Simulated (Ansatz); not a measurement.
MgS

Input

```
crystal:
  lattice:
    - [0.0, 2.60165, 2.60165]
    - [2.60165, 0.0, 2.60165]
    - [2.60165, 2.60165, 0.0]
  atoms:
    - { symbol: Mg, position: [0.0, 0.0, 0.0] }
    - { symbol: S, position: [0.5, 0.5, 0.5] }
kpoints:
  mp_grid: { grid: [12, 12, 12] }
scf:
  occupations: { method: fermi_dirac, width: 0.05 }
hamiltonian:
  xc: lda
  pseudopotentials: { kind: paw }
relax:
  f_tol: 0.002
  max_steps: 80
  cell: {}
output:
  forces: true
  stress: true
  write_density: true
  write_potential: true
  elf: true
  volumetric_format: npy
```

Run with:

```sh
ansatz run input.yaml --threads 1 --pin off --max-ram 3072MiB --backend cpu --events-out ev --progress --plain --runs-dir out
```

Below, planes, directions and counts refer to the conventional cell (a = 5.13 Å, b = 5.13 Å, c = 5.13 Å, α = 90.00°, β = 90.00°, γ = 90.00°).

The fields are those of the relaxed geometry.

Space group Fm-3m.

Level of theory: DFT, LDA, PAW with Ansatz's default frozen-core files, scalar-relativistic; relaxation of cell and atoms (Ansatz).

The density is the valence pseudo-density of a PAW calculation; it isn't the true density close to the nuclei.

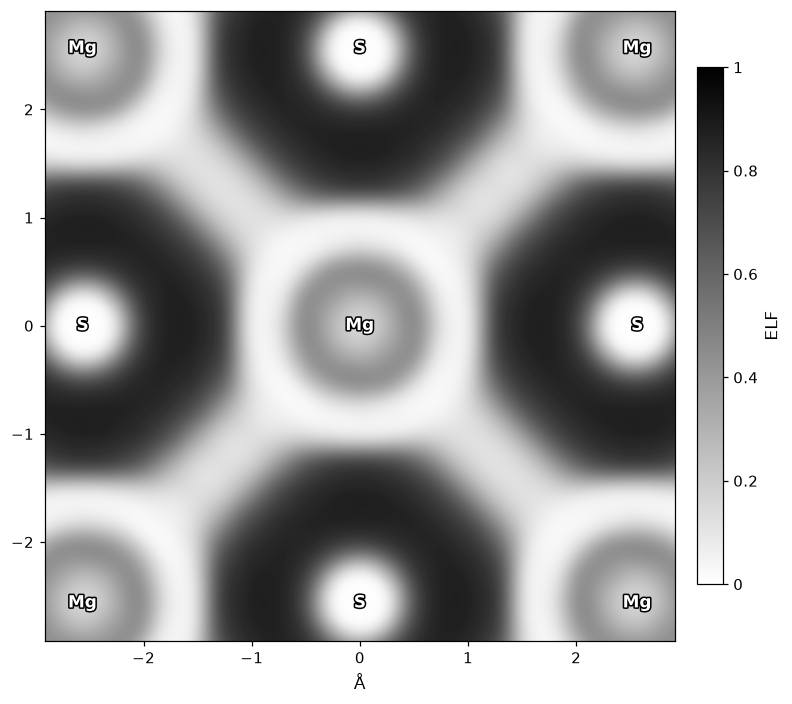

Figure 1. Electron localisation function on the (001) plane of the conventional cell.

What does the map show?

Answer.
- The plane passes through Mg and S nuclei.
- Mg–S (2.56 Å): the ELF peaks at about 0.90 in the valence shell of S, 0.9 Å from its nucleus, and falls to about 0.05 next to Mg: a largely ionic contact.

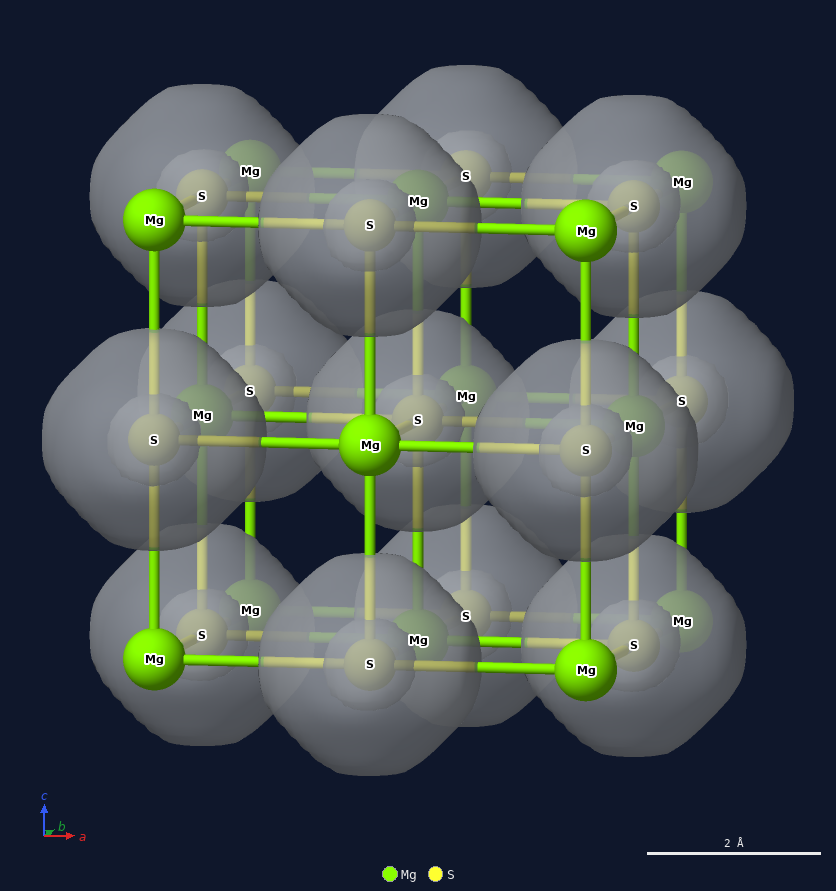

Figure 2. Isosurface of the ELF at 0.7 (grey), seen slightly off an axis. Core shells and regions of very low density are left out. Sticks mark near contacts.

Describe the localisation domains.

Answer. The ELF exceeds this value in four regions wrapped around S (the valence shell of each), counted in one cell of 8 atoms. Regions shared between cells count once.

Does the calculation give a band gap?

Answer. It is gapped, with a Kohn–Sham gap of 2.6 eV on the k-point mesh, an upper bound to the gap of this method.
